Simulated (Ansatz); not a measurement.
HCl: several calculations on one system

Part 1: Relaxation

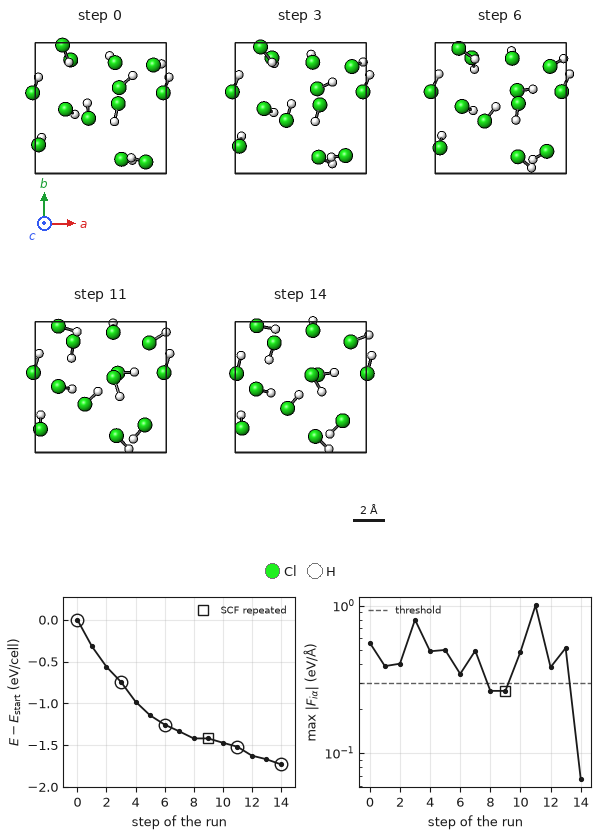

Frames of a relaxation of an amorphous cell of composition HCl, marked on the history of the run. The picture is a ball-and-stick view of the cell of the calculation, seen along the c axis.

The cell holds 12 HCl. The run prepares the start of a later molecular dynamics calculation, from a guessed geometry.

Computed with Ansatz, DFT r2SCAN, scalar-relativistic, plane waves, PAW. Set-up: plane-wave cutoff 500 eV; k-point mesh 1 × 1 × 1; occupations fermi dirac; smearing width 0.05 eV; no spin polarisation; atoms relaxed in a fixed cell; force threshold 0.3 eV/Å; at most 15 steps.

> Describe the path.

Over 13 accepted moves (14 points after the start) the energy falls by 1.728 eV per cell of the calculation. Largest force component: 0.56 eV/Å at the start, 0.067 eV/Å at the end. 1 step only repeated the SCF at the same geometry. The forces were under the threshold at step 8, but the run went on from there. The largest move is that of a Cl atom, 1.34 Å roughly along +b. Largest moves by element: Cl 1.34 Å, H 1.32 Å. The cell doesn't change. Near-neighbour distances that change, for instance: Cl–H 1.280 → 1.310 Å. From step 0 to 3: an H atom moves most (0.47 Å), energy −0.743 eV per cell of the calculation. From step 3 to 6: an H atom moves most (0.48 Å), energy −0.510 eV per cell of the calculation. From step 6 to 11: an H atom moves most (0.70 Å), energy −0.264 eV per cell of the calculation. From step 11 to 14: an H atom moves most (0.55 Å), energy −0.211 eV per cell of the calculation.

| step | E − E(0), meV/atom | largest force component, eV/Å | note |
| --- | --- | --- | --- |
| 0 | 0.00 | 0.5582 |  |
| 1 | -13.22 | 0.3880 |  |
| 2 | -23.39 | 0.4032 |  |
| 3 | -30.94 | 0.8013 |  |
| 4 | -40.76 | 0.4894 |  |
| 5 | -47.59 | 0.4998 |  |
| 6 | -52.21 | 0.3437 |  |
| 7 | -55.55 | 0.4938 |  |
| 8 | -59.09 | 0.2636 |  |
| 9 | -59.09 | 0.2635 | same geometry, SCF repeated |
| 10 | -61.24 | 0.4850 |  |
| 11 | -63.21 | 1.0022 |  |
| 12 | -67.67 | 0.3814 |  |
| 13 | -69.46 | 0.5149 |  |
| 14 | -72.02 | 0.0667 |  |

Limits of the set-up: the program's low-accuracy preset was used; the periodic images lie only 8.5 Å apart, so the values are limited by the cell's size.

Part 2: Dynamics

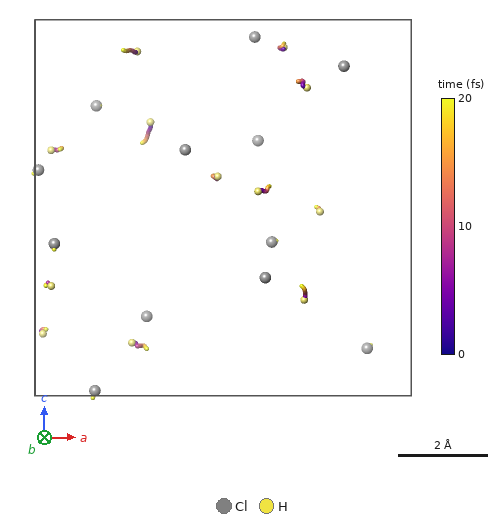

First-principles dynamics of a periodic cell with 12 HCl at 1.187 g/cm³, 20 fs long. Dots mark each atom's position at evenly spaced times, coloured by time; spheres stand at the starting positions. Seen along the b axis in the simulation cell.

These are results of DFT r2SCAN, scalar-relativistic, plane waves, PAW (Ansatz 0.2.0), not measurements. Settings: plane-wave cutoff 500 eV; k-point mesh 1 × 1 × 1; Fermi-Dirac smearing 0.05 eV; low-accuracy preset; Langevin thermostat (NVT); set temperature 350 K; time step 0.5 fs; friction 0.02 per fs.

Input
```yaml
accuracy: low
crystal:
  lattice:
    - [8.490185, 0.0, 0.0]
    - [0.0, 8.490185, 0.0]
    - [0.0, 0.0, 8.490185]
  atoms:
    - { symbol: Cl, position: [0.58442371, 0.5941152, 0.95404032] }
    - { symbol: H, position: [0.6612053, 0.46509975, 0.92646668] }
    - { symbol: Cl, position: [0.05154502, 0.18629198, 0.40459639] }
    - { symbol: H, position: [0.04340883, 0.28660001, 0.29212171] }
    - { symbol: Cl, position: [0.00931549, 0.60429127, 0.60036343] }
    - { symbol: H, position: [0.04317213, 0.74320524, 0.65308087] }
    - { symbol: Cl, position: [0.61243664, 0.12296953, 0.31439874] }
    - { symbol: H, position: [0.71572941, 0.02703226, 0.25530922] }
    - { symbol: Cl, position: [0.15946695, 0.485739, 1.01372852] }
    - { symbol: H, position: [0.27213741, 0.45695204, 0.91564183] }
    - { symbol: Cl, position: [0.62960029, 0.59458463, 0.40914153] }
    - { symbol: H, position: [0.7577602, 0.61249851, 0.48985887] }
    - { symbol: Cl, position: [0.2971939, 0.83987706, 0.21127152] }
    - { symbol: H, position: [0.2578978, 0.71011934, 0.14138795] }
    - { symbol: Cl, position: [0.16345627, 0.97038349, 0.77113765] }
    - { symbol: H, position: [0.30700311, 0.94424778, 0.72795613] }
    - { symbol: Cl, position: [0.82150076, 0.24326946, 0.87654854] }
    - { symbol: H, position: [0.72322861, 0.14187846, 0.81936253] }
    - { symbol: Cl, position: [0.88319913, 0.84712498, 0.12634568] }
    - { symbol: H, position: [1.02104561, 0.89985619, 0.16519044] }
    - { symbol: Cl, position: [0.39964258, 0.33829406, 0.65429254] }
    - { symbol: H, position: [0.48606446, 0.44252269, 0.58324188] }
    - { symbol: Cl, position: [0.59296785, 0.93372294, 0.67863607] }
    - { symbol: H, position: [0.59329513, 1.00844783, 0.54370467] }
basis:
  ecutwfc: 500.0
kpoints:
  mp_grid: { grid: [1, 1, 1] }
hamiltonian:
  xc: r2scan
scf:
  occupations: { method: fermi_dirac, width: 0.05 }
  lower_state_search: "off"
md:
  timestep: 0.5
  n_steps: 40
  ensemble: nvt_langevin
  temperature: 350.0
  initial_velocities: maxwell_boltzmann
  seed: 142541
  friction: 0.02
```

Command:
```bash
ansatz run input.yaml --threads 1 --pin off --max-ram 3072MiB --backend cpu --events-out ev --progress --plain --runs-dir out
```

Question: What do the traces tell about the motion?

Answer: In the second half of the run the atoms are, in the root-mean-square, this far from where they began (common drift taken out): H 0.29 Å, Cl 0.08 Å. The heavy atoms stay within a fraction of a molecule's size of their starting places; so short a run doesn't tell a liquid from a solid.

Limits of the set-up: the program's low-accuracy preset was used; the periodic images lie only 8.5 Å apart, so the values are limited by the cell's size.

Part 3: Dynamics

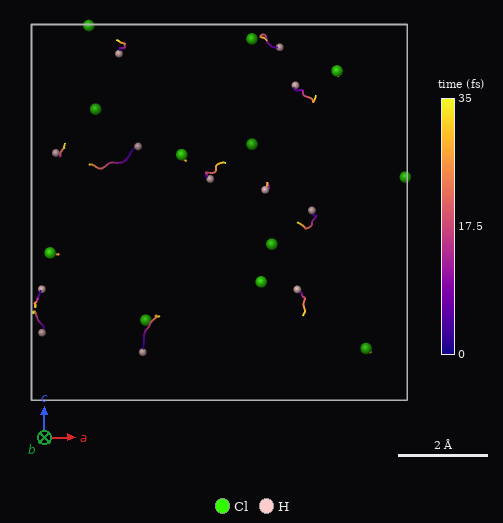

A Born-Oppenheimer molecular dynamics run of a periodic cell with 12 HCl at 1.187 g/cm³, 35 fs long. It starts from the last geometry of an earlier run, with fresh velocities. Lines trace each atom's path, coloured by time; spheres stand at the starting positions. Seen along the b axis in the simulation cell.

Method: DFT r2SCAN, scalar-relativistic, plane waves, PAW (Ansatz). Run with plane-wave cutoff 500 eV; k-point mesh 1 × 1 × 1; Fermi-Dirac smearing 0.05 eV; low-accuracy preset; Langevin thermostat (NVT); set temperature 350 K; time step 0.5 fs; friction 0.05 per fs.

**How do the atoms move?**

In the second half of the run the atoms are, in the root-mean-square, this far from where they began (common drift taken out): H 0.59 Å, Cl 0.11 Å. The heavy atoms stay within a fraction of a molecule's size of their starting places; so short a run doesn't tell a liquid from a solid. The mean temperature in the second half is 334 K (standard deviation 29 K). The potential energy in the second half lies on average 15.8 meV per atom above the first frame.

Limits of the set-up: the program's low-accuracy preset was used; the periodic images lie only 8.5 Å apart, so the values are limited by the cell's size.

The run took 22 min on 1 thread of Arm Neoverse V1, on a shared host, peak memory 1 GiB.
